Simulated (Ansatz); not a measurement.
Read the following structure.

```
Al N
1.0
     5.34967    0.00000    0.00000
     0.00000    3.08863    0.00000
    -1.78322    0.00000    2.52186
Al N
2 2
Cartesian
  -0.2449 0.0000 0.3464
  2.4299 1.5443 0.3464
  3.5664 0.0000 0.6305
  0.8916 1.5443 0.6305
```

### Say what kind of structure these coordinates give.

The solid is AlN. Space group: Cm (No. 8). Lattice: base-centred monoclinic. Counting shared atoms by their share gives 2 Al, 2 N, or 4 atoms. Coordination numbers (contacts within bonding distance): Al 3 and N 3.

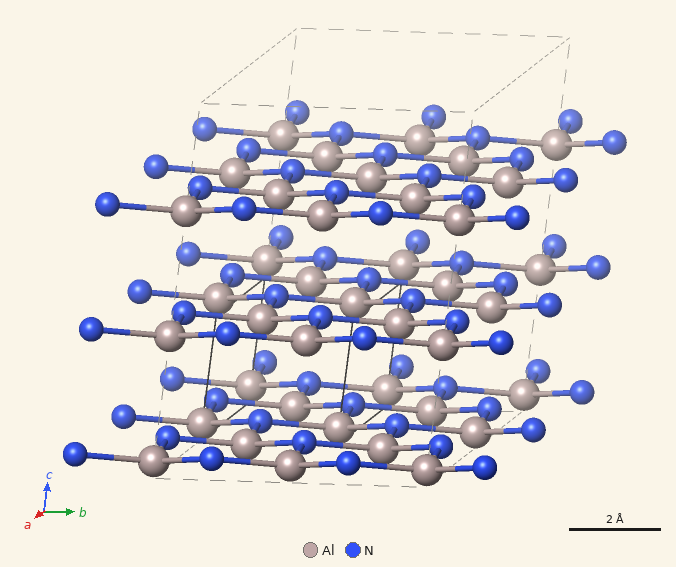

We look at a ball-and-stick model of the crystal slightly off an axis. The solid box is one conventional unit cell, and 2×2×3 cells are shown. Some neighbours outside the box are added. Colours: aluminium light grey, nitrogen blue.

Its origin is a structure listed in the Materials Project. The cell was then strained or its atoms displaced on purpose. It went into a calculation with Ansatz.

At this level of theory the cell isn't at rest (compressed, at 21 GPa and forces up to 6.1 eV/Å), so its distances can differ from those at equilibrium, the more so the softer the solid.
